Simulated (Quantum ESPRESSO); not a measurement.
## Geometry relaxation of PbO2 (part 2 of 2)

PbO2 (3 atoms in the cell); Kohn-Sham DFT of a periodic cell, PBEsol, GBRV 1.5 PBEsol, no spin polarisation (Quantum ESPRESSO 7.5); cutoff 612.26 eV, 9×9×9 k-mesh, fermi-dirac of 0.05 eV. The structure derives from a Materials Project entry.

Geometry of the input (Å; fractional positions):
```
0.0000  2.5939  2.7020
2.5939  0.0000  2.7020
2.5939  2.5939  0.0000
Pb 0.0000  0.0000  0.0000
O  0.7500  0.7500  0.7500
O  0.2500  0.2500  0.2500
```

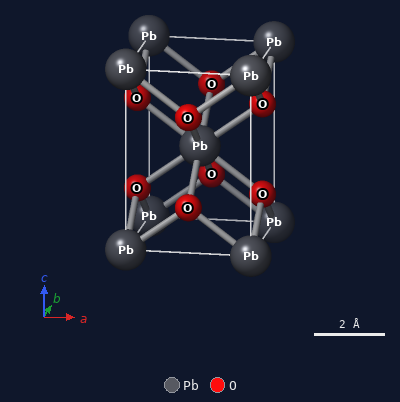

Fig. 1: The starting structure (ball-and-stick view of the cell 2 times as large as that of the calculation, set on its symmetry axes, seen slightly off an axis). An atom can appear more than once, as a periodic image.

### What the program printed, continued
```
    -6.8913  -6.3383  -4.3641  -4.3281  -4.1658  -3.7145  -2.9513   3.4220
     6.9170   7.1513   8.9579  10.2908  10.6168  13.9329  18.8282  20.7659
    20.9896  21.9127  22.7537  26.9683

          k =-0.0802-0.4011 0.3851 (  1248 PWs)   bands (ev):

    -6.9026  -6.3699  -4.3747  -4.3042  -4.2141  -3.7293  -2.9932   3.6110
     7.1655   7.5834   8.4286  10.0303  10.8108  13.9192  18.9811  20.5576
    20.9883  21.3705  23.1965  26.4869

          k =-0.0000-0.3209 0.3080 (  1260 PWs)   bands (ev):

    -7.0484  -6.2957  -4.4189  -4.3079  -4.2452  -4.0316  -2.8901   4.3148
     7.6043   8.1149   8.1863   9.7361  10.8053  13.5612  18.3199  20.4661
    20.5320  20.9865  24.3661  26.3173

          k = 0.4813-0.0000-0.0000 (  1262 PWs)   bands (ev):

    -6.7151  -6.6153  -4.3549  -4.3204  -4.3133  -4.1537  -2.3799   3.8556
     6.6141   6.7497  10.4396  10.5464  10.9739  12.8973  16.6682  20.9851
    21.5504  21.8809  22.7787  27.2020

          k = 0.5615 0.0802-0.0770 (  1254 PWs)   bands (ev):

    -6.7745  -6.4602  -4.3848  -4.2806  -4.1584  -4.1347  -2.3217   3.1958
     6.4072   6.5001  10.4378  10.7423  10.9262  13.1627  17.3759  20.9844
    21.5888  22.1378  22.3721  27.4025

          k =-0.0802-0.5615 0.5391 (  1241 PWs)   bands (ev):

    -6.8288  -6.3860  -4.3700  -4.2757  -4.1614  -3.7739  -2.6121   2.8648
     6.4716   6.5663   9.8647  10.7166  10.9586  13.5504  18.5952  20.6527
    20.9916  22.0840  22.4607  27.6855

          k =-0.0000-0.4813 0.4621 (  1243 PWs)   bands (ev):

    -6.8081  -6.4473  -4.3318  -4.3004  -4.2027  -3.3258  -3.1448   3.0065
     6.7374   6.9744   9.1123  10.4124  11.0176  13.8431  19.7907  19.8199
    20.9890  22.0446  22.2036  26.9827

          k = 0.6418 0.0000-0.0000 (  1252 PWs)   bands (ev):

    -6.8906  -6.2330  -4.4124  -4.2452  -4.2182  -4.1338  -2.0992   2.7874
     6.1204   6.2245  10.7951  10.9428  11.1840  13.0013  17.4599  20.9267
    21.0357  22.4291  22.8246  27.3417

          k =-0.0000-0.6418 0.6161 (  1240 PWs)   bands (ev):

    -6.9011  -6.2263  -4.4086  -4.2298  -4.1418  -4.0740  -2.2097   2.6493
     6.1604   6.2384  10.5785  10.9992  11.0888  13.1671  18.0283  20.5371
    20.9940  22.4115  22.8087  27.5719

          k = 0.0000 0.0000 0.1540 (  1275 PWs)   bands (ev):

    -7.7884  -5.3421  -4.5134  -4.5134  -4.2409  -4.2148  -3.7236   7.1961
     8.5249   8.5249   9.3589  10.2575  10.2575  11.0447  17.8281  18.7584
    18.7584  20.9755  24.2094  26.4185

          k = 0.1604 0.1604-0.0000 (  1251 PWs)   bands (ev):

    -7.6258  -5.6484  -4.5198  -4.5046  -4.2437  -4.2052  -3.3804   6.7535
     8.2904   8.7198   9.1948   9.5476   9.9178  12.0250  17.5928  18.8339
    19.4753  20.9815  25.3911  26.7009

          k = 0.2407 0.2407-0.0770 (  1251 PWs)   bands (ev):

    -7.2943  -6.0626  -4.4564  -4.4401  -4.2501  -4.1632  -2.9999   5.4485
     8.0321   8.2060   8.9064   9.4913  10.0532  13.0322  17.6919  19.6542
    20.3403  20.9851  25.6404  26.9468

          k = 0.3209 0.3209-0.1540 (  1245 PWs)   bands (ev):

    -7.0646  -6.1805  -4.4262  -4.3839  -4.2227  -4.0884  -2.8886   4.5037
     7.6664   8.0231   8.3575   9.6820  10.0067  13.8223  18.1965  20.6798
    20.9833  20.9929  24.9852  26.7779

          k =-0.3209-0.3209 0.4621 (  1239 PWs)   bands (ev):

    -7.0504  -6.0783  -4.4194  -4.3559  -4.1836  -4.0501  -2.9321   4.0999
     7.3498   7.9473   8.2395   9.8863   9.8891  14.2017  18.6049  20.9862
    21.1190  21.3762  24.4515  26.8154

          k =-0.2407-0.2407 0.3851 (  1245 PWs)   bands (ev):

    -7.0740  -6.1108  -4.4191  -4.3669  -4.1731  -4.1341  -2.8748   4.2286
     7.3479   7.7703   8.6704   9.7768  10.0936  14.0484  18.4925  20.6995
    20.9876  21.2263  24.4830  27.1512

          k =-0.1604-0.1604 0.3080 (  1251 PWs)   bands (ev):

    -7.2335  -6.0891  -4.4311  -4.4130  -4.2264  -4.1904  -2.9117   4.8890
     7.6469   7.8473   9.1837   9.7368  10.2643  13.3816  17.9595  20.0143
    20.4159  20.9857  24.8713  27.4076

          k =-0.0802-0.0802 0.2310 (  1273 PWs)   bands (ev):

    -7.5508  -5.7729  -4.4743  -4.4687  -4.2513  -4.2069  -3.2474   5.9946
     8.0976   8.1314   9.4234   9.9811  10.3385  12.2806  17.6108  19.3238
    19.4707  20.9816  25.0075  26.8901

          k = 0.3209 0.1604-0.0000 (  1260 PWs)   bands (ev):

    -7.2264  -6.1699  -4.4283  -4.4118  -4.2690  -4.1606  -2.9061   5.2442
     7.6906   7.6956   9.6655   9.7124  10.2237  12.8788  17.2100  20.0466
    20.5702  20.9847  24.9075  27.0837

          k = 0.4011 0.2407-0.0770 (  1254 PWs)   bands (ev):

    -6.9422  -6.3886  -4.3870  -4.3431  -4.2324  -4.0436  -2.8090   4.2268
     7.1952   7.6808   9.1052   9.9575  10.3298  13.5527  17.8420  20.7960
    20.9863  21.1683  24.0265  27.0758

          k =-0.2407-0.4011 0.5391 (  1248 PWs)   bands (ev):

    -6.9180  -6.3123  -4.3758  -4.3178  -4.1863  -3.8355  -2.9470   3.6407
     6.8767   7.9240   8.5165  10.2010  10.2873  14.0196  18.6543  20.9580
    20.9951  21.5983  23.3483  26.9833

          k =-0.1604-0.3209 0.4621 (  1248 PWs)   bands (ev):

    -6.9426  -6.2857  -4.3768  -4.3063  -4.1886  -3.8476  -2.9449   3.5879
     6.8472   7.9935   8.4626  10.0628  10.5197  14.0775  18.8862  20.7259
    20.9889  21.5357  23.3040  26.9121

          k =-0.0802-0.2407 0.3851 (  1255 PWs)   bands (ev):

    -7.0194  -6.3031  -4.3913  -4.3162  -4.2264  -4.0699  -2.8211   4.0644
     7.1168   7.7823   9.0469   9.8688  10.6963  13.6842  18.2517  20.5472
    20.9092  20.9872  23.8305  27.0555

          k =-0.0000-0.1604 0.3080 (  1261 PWs)   bands (ev):

    -7.2891  -6.0920  -4.4355  -4.3736  -4.2605  -4.1827  -2.9433   4.9737
     7.5913   7.8178   9.6473   9.6606  10.6644  12.9884  17.6285  19.9416
    20.2315  20.9848  24.5342  27.3089

          k = 0.3209-0.0000 0.1540 (  1260 PWs)   bands (ev):

    -7.2445  -6.1462  -4.4516  -4.3828  -4.2591  -4.1795  -2.9024   5.2091
     7.5835   7.8189   9.3155   9.6979  10.6863  12.8648  17.2286  20.2736
    20.2747  20.9849  24.9351  26.6917

          k = 0.4813 0.1604-0.0000 (  1256 PWs)   bands (ev):

    -6.7115  -6.6097  -4.3605  -4.3207  -4.2240  -4.0826  -2.5469   3.7395
     6.6657   7.0298  10.1305  10.3672  10.5872  13.2862  17.3244  20.9859
    21.4411  21.6590  22.9283  27.3708

          k =-0.1604-0.4813 0.6161 (  1246 PWs)   bands (ev):

    -6.7667  -6.4895  -4.3490  -4.2960  -4.1801  -3.7907  -2.7254   3.1256
     6.3304   7.2939   9.4945  10.4976  10.7953  13.6971  18.3641  20.9851
    21.1922  21.7645  22.5537  27.5391

          k =-0.0802-0.4011 0.5391 (  1245 PWs)   bands (ev):

    -6.8029  -6.4505  -4.3215  -4.2985  -4.1970  -3.4092  -3.0970   2.9687
     6.3063   7.7912   8.7911  10.3888  10.9655  13.9637  19.3919  20.3922
    20.9891  21.5846  22.6060  27.1653

          k = 0.0000-0.3209 0.4621 (  1250 PWs)   bands (ev):

    -6.8257  -6.4674  -4.3264  -4.3028  -4.2294  -3.7048  -2.9312   3.3174
     6.5960   8.1718   8.4253  10.1517  10.9795  13.9216  19.0164  20.6046
    20.9879  21.3350  22.8456  26.8778

          k = 0.4011-0.0802 0.2310 (  1256 PWs)   bands (ev):

    -6.9732  -6.3558  -4.4014  -4.3348  -4.2035  -4.0693  -2.7939   4.2320
     7.1375   7.7083   8.7986   9.9898  10.7120  13.5201  17.8962  20.7227
    20.9856  21.1186  23.9221  26.6563

          k = 0.4813 0.0000 0.1540 (  1256 PWs)   bands (ev):

    -6.7340  -6.5913  -4.3610  -4.3183  -4.1941  -4.1115  -2.5334   3.7520
     6.5733   7.1116   9.7488  10.4073  10.9849  13.2374  17.3419  20.9860
    21.3112  21.7818  22.7994  27.1442

          k =-0.0802-0.5615 0.6931 (  1243 PWs)   bands (ev):

    -6.8506  -6.3301  -4.3892  -4.2426  -4.1592  -3.9730  -2.3700   2.7677
     6.0940   6.6363  10.4200  10.6808  11.0480  13.3510  18.0854  20.8157
    20.9992  22.2386  22.6047  27.7202

          k =-0.0000-0.4813 0.6161 (  1239 PWs)   bands (ev):

    -6.8251  -6.3906  -4.3607  -4.2428  -4.1789  -3.6304  -2.7160   2.6650
     6.0257   7.1434   9.6644  10.6121  11.1401  13.6927  19.0693  20.2926
    20.9902  21.7120  22.7437  27.9752

          k =-0.2407 0.5615-0.3851 (  1250 PWs)   bands (ev):

    -6.9270  -6.3073  -4.3863  -4.3243  -4.1674  -3.8296  -2.9320   3.6990
     6.8657   7.8074   8.3352  10.2716  10.5348  13.9291  18.6959  20.7404
    20.9885  21.7495  23.1438  26.7440

          k =-0.1604 0.6418-0.4621 (  1247 PWs)   bands (ev):

    -6.7497  -6.5177  -4.3558  -4.2886  -4.1687  -3.7898  -2.7036   3.1687
     6.2858   7.2904   9.2002  10.6684  11.0005  13.5798  18.4108  20.9816
    21.0303  21.7831  22.4478  27.2834

          k =-0.0802 0.7220-0.5391 (  1248 PWs)   bands (ev):

    -6.8349  -6.3581  -4.3930  -4.2190  -4.1548  -3.9831  -2.3549   2.7887
     6.0257   6.6897  10.0675  10.8867  11.2387  13.2671  18.1231  20.8118
    20.9984  21.8710  22.8346  27.6028

          k =-0.0802 0.5615-0.3851 (  1252 PWs)   bands (ev):

    -6.7746  -6.4908  -4.3374  -4.2913  -4.1849  -3.3899  -3.0800   3.0481
     6.3036   7.6875   8.5895  10.6554  10.9992  13.7855  19.3315  20.2891
    20.9884  21.7054  22.4447  27.1146

          k =-0.0000 0.6418-0.4621 (  1244 PWs)   bands (ev):

    -6.7950  -6.4376  -4.3697  -4.2244  -4.1755  -3.6201  -2.6944   2.7121
     5.9927   7.1281   9.3874  10.8744  11.2318  13.5376  19.1460  20.2092
    20.9894  21.4417  22.8409  27.7555

          k = 0.0000 0.4813-0.3080 (  1253 PWs)   bands (ev):

    -6.7739  -6.5270  -4.3269  -4.3228  -4.2091  -3.6977  -2.9059   3.4388
     6.6165   8.0437   8.2308  10.3601  10.9980  13.7237  18.7005  20.6650
    20.9874  21.7573  22.5837  26.7522

          k = 0.0000 0.0000 0.3080 (  1287 PWs)   bands (ev):

    -7.3834  -6.0145  -4.4172  -4.4172  -4.2847  -4.1934  -2.9861   5.1941
     7.6213   7.6213   9.7417  10.6093  10.6093  12.4490  17.0931  20.0714
    20.0714  20.9823  24.2173  27.6113

          k = 0.3209 0.3209-0.0000 (  1251 PWs)   bands (ev):

    -6.9822  -6.3724  -4.3960  -4.3310  -4.2624  -4.0076  -2.8991   4.3708
     7.7096   8.0769   8.3963   9.7080  10.3794  13.5385  18.0742  20.4647
    20.9161  20.9865  24.4843  26.7638

          k =-0.3209-0.3209 0.6161 (  1239 PWs)   bands (ev):

    -6.8451  -6.4320  -4.3556  -4.2997  -4.2337  -3.7293  -3.0140   3.5748
     7.2459   7.7741   8.4570  10.0408  10.4353  13.9779  18.7640  20.9083
    20.9892  21.3960  23.3459  26.8130

          k =-0.2407-0.2407 0.5391 (  1242 PWs)   bands (ev):

    -6.8800  -6.3527  -4.3467  -4.3086  -4.1851  -3.7412  -2.9633   3.2915
     6.9648   7.3218   9.0563  10.3153  10.3455  14.1099  19.0313  20.6554
    20.9892  21.8928  22.8293  27.2390

          k =-0.1604-0.1604 0.4621 (  1253 PWs)   bands (ev):

    -6.8990  -6.3901  -4.3474  -4.3290  -4.1674  -4.0628  -2.7068   3.5388
     6.9537   7.1412   9.7490  10.1371  10.5785  13.8120  18.2361  20.8066
    20.9872  21.6304  22.9833  27.6695

          k =-0.0802-0.0802 0.3851 (  1259 PWs)   bands (ev):

    -7.0940  -6.2898  -4.3677  -4.3502  -4.2714  -4.1790  -2.7114   4.2460
     7.2060   7.2569   9.9479  10.3755  10.6829  13.1862  17.3230  20.6665
    20.8883  20.9856  23.5390  27.6419

          k =-0.2407-0.4011 0.6931 (  1245 PWs)   bands (ev):

    -6.7016  -6.5947  -4.3165  -4.3145  -4.2308  -3.6983  -2.9383   3.3750
     6.6759   8.0831   8.5246  10.2916  10.6176  13.8573  18.5890  20.9876
    21.0584  21.5095  22.8945  27.0918

          k =-0.1604-0.3209 0.6161 (  1237 PWs)   bands (ev):

    -6.7455  -6.5146  -4.3125  -4.2895  -4.2049  -3.4210  -3.1030   2.9157
     6.3699   7.9154   8.7171  10.4678  10.7794  14.0458  19.3725  20.4930
    20.9891  21.6108  22.6033  27.3057

          k =-0.0802-0.2407 0.5391 (  1245 PWs)   bands (ev):

    -6.7474  -6.5212  -4.3267  -4.2873  -4.1914  -3.8044  -2.7382   2.9639
     6.3696   7.4423   9.4271  10.3796  10.9476  13.9220  18.7913  20.8531
    20.9890  21.5865  22.5526  27.6057

          k =-0.0000-0.1604 0.4621 (  1250 PWs)   bands (ev):

    -6.8395  -6.4892  -4.3366  -4.3121  -4.2148  -4.1056  -2.5797   3.4713
     6.6862   7.1941  10.0683  10.1894  10.9435  13.5669  17.7785  20.9867
    21.2688  21.3316  22.7421  27.6699

          k =-0.0802-0.4011 0.6931 (  1234 PWs)   bands (ev):

    -6.7340  -6.5184  -4.3345  -4.2363  -4.2019  -3.4007  -2.9919   2.6768
     5.9659   7.9513   8.8438  10.5793  11.1237  13.9063  19.3352  20.7059
    20.9558  20.9904  22.8457  27.6804

          k = 0.0000-0.3209 0.6161 (  1245 PWs)   bands (ev):

    -6.6815  -6.5781  -4.3236  -4.2343  -4.2094  -3.4062  -2.9919   2.6215
     5.9791   8.0985   8.7172  10.5324  11.1890  13.9972  19.7218  20.4817
    20.7443  20.9888  22.8597  27.6029

          k =-0.0802 0.7220-0.3851 (  1243 PWs)   bands (ev):

    -6.6737  -6.5961  -4.3535  -4.2212  -4.1901  -3.3796  -2.9587   2.7712
     5.9151   7.8863   8.5714  10.8364  11.2825  13.6467  19.4125  20.5990
    20.6948  20.9890  22.8373  27.5231

          k =-0.0000-0.0000 0.4621 (  1255 PWs)   bands (ev):

    -6.8448  -6.4985  -4.3404  -4.3009  -4.3009  -4.1689  -2.4331   3.5018
     6.8041   6.8041  10.2294  10.9231  10.9231  13.2586  17.1208  20.9859
    21.5378  21.5378  22.4707  27.6565

          k =-0.2407-0.2407 0.6931 (  1248 PWs)   bands (ev):

    -6.6875  -6.5761  -4.3096  -4.2842  -4.2239  -3.3569  -3.1594   2.8814
     6.8381   7.1578   9.1902  10.4457  10.6349  14.0587  19.5731  20.2351
    20.9885  22.1087  22.2082  27.2590

          k =-0.1604-0.1604 0.6161 (  1249 PWs)   bands (ev):

    -6.7186  -6.5169  -4.3416  -4.2633  -4.1801  -3.7943  -2.6388   2.6538
     6.5838   6.7361   9.9918  10.6137  10.7711  13.9115  18.9987  20.4966
    20.9890  22.0121  22.3892  28.0271

          k =-0.0802-0.0802 0.5391 (  1253 PWs)   bands (ev):

    -6.6728  -6.5884  -4.3597  -4.2670  -4.1610  -4.1489  -2.3622   2.9017
     6.5688   6.6114  10.4143  10.7164  10.9481  13.5779  17.8032  20.9856
    21.3603  22.1187  22.1277  27.8086

          k =-0.0802-0.2407 0.6931 (  1245 PWs)   bands (ev):

    -6.6764  -6.5631  -4.3371  -4.2287  -4.1969  -3.6445  -2.7294   2.5131
     6.1096   7.3121   9.5797  10.5828  11.0933  13.9555  19.5356  20.1569
    20.9889  21.3785  22.7923  27.9806

          k =-0.0000-0.1604 0.6161 (  1244 PWs)   bands (ev):

    -6.7065  -6.5116  -4.3613  -4.2246  -4.1757  -3.9832  -2.3954   2.5309
     6.1851   6.8281  10.3347  10.5530  11.1543  13.7399  18.5176  20.7132
    20.9911  21.8452  22.6677  28.0169

          k = 0.0000 0.0000 0.6161 (  1259 PWs)   bands (ev):

    -6.7508  -6.4255  -4.3838  -4.2207  -4.2207  -4.1528  -2.1388   2.4858
     6.3318   6.3318  10.5841  11.1170  11.1170  13.5014  17.8707  20.8188
    20.9962  22.5114  22.5114  27.6950

          k =-0.0802-0.0802 0.6931 (  1246 PWs)   bands (ev):

    -6.7601  -6.4143  -4.3773  -4.2181  -4.1617  -4.0766  -2.2442   2.3810
     6.3401   6.3759  10.5890  10.8757  11.0506  13.6496  18.4457  20.4252
    20.9904  22.3690  22.6217  27.9141

     the Fermi energy is    11.2769 ev

!    total energy              =    -228.22324237 Ry
     estimated scf accuracy    <          1.9E-11 Ry
     smearing contrib. (-TS)   =      -0.00037009 Ry
     internal energy E=F+TS    =    -228.22287228 Ry

     The total energy is F=E-TS. E is the sum of the following terms:
     one-electron contribution =     -28.52221379 Ry
     hartree contribution      =      36.60176337 Ry
     xc contribution           =     -77.62632927 Ry
     ewald contribution        =    -158.67609259 Ry

     convergence has been achieved in   9 iterations

     negative rho (up, down):  1.631E-02 0.000E+00

     Forces acting on atoms (cartesian axes, Ry/au):

     atom    1 type  1   force =    -0.00000000    0.00000000   -0.00000000
     atom    2 type  2   force =     0.00000000   -0.00000000   -0.00000000
     atom    3 type  2   force =    -0.00000000    0.00000000    0.00000000

     Total force =     0.000000     Total SCF correction =     0.000000

     Computing stress (Cartesian axis) and pressure

     negative rho (up, down):  1.631E-02 0.000E+00
          total   stress  (Ry/bohr**3)                   (kbar)     P=       64.57
   0.00070613   0.00000000   0.00000000          103.88        0.00        0.00
   0.00000000   0.00070613  -0.00000000            0.00      103.88       -0.00
   0.00000000  -0.00000000  -0.00009553            0.00       -0.00      -14.05

     BFGS Geometry Optimization
     Energy error            =      8.4E-51 Ry
     Gradient error          =      6.5E-26 Ry/Bohr

     bfgs converged in   1 scf cycles and   0 bfgs steps
     (criteria: energy <  1.0E-05 Ry, force <  4.0E-04 Ry/Bohr)

     End of BFGS Geometry Optimization

     Final energy             =    -228.2232423684 Ry
Begin final coordinates

ATOMIC_POSITIONS (alat)
Pb               0.0000000000        0.0000000000        0.0000000000
O                1.0387977427        1.0387977427        1.0820809820
O                0.3462659142        0.3462659142        0.3606936607
End final coordinates

=------------------------------------------------------------------------------=
   JOB DONE.
=------------------------------------------------------------------------------=
```

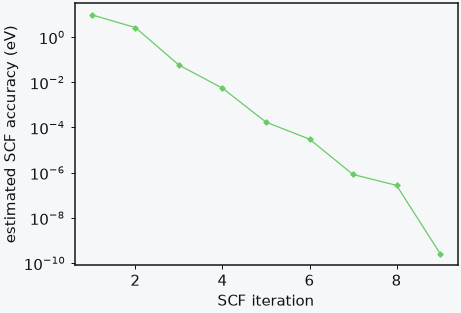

Fig. 2: Convergence of the self-consistent field: estimated SCF accuracy against the iteration. The field takes 9 iterations in all.

### Results in brief

| quantity | value |
| --- | --- |
| outcome | converged |
| space group (tolerance 0.01 Å) | I4/mmm (139) |
| electrons treated | 26 |
| free energy | −3105.1354 eV |
| Fermi energy | 11.277 eV |
| gap on the k-point mesh | none (metallic) |
| pressure | 6.46 GPa |
| final volume | 36.36 Å³ |
| largest force (length of the vector) | under 0.001 eV/Å |
| hardware | 2 threads of AMD EPYC (Zen 5), 64 GiB of memory available, shared host |
| wall time | 9.6 s (CPU time 19 s) |
| peak memory | 0.28 GiB |

### Notes

Notes on the run: negative rho. Spin–orbit coupling is left out, which matters for Pb.
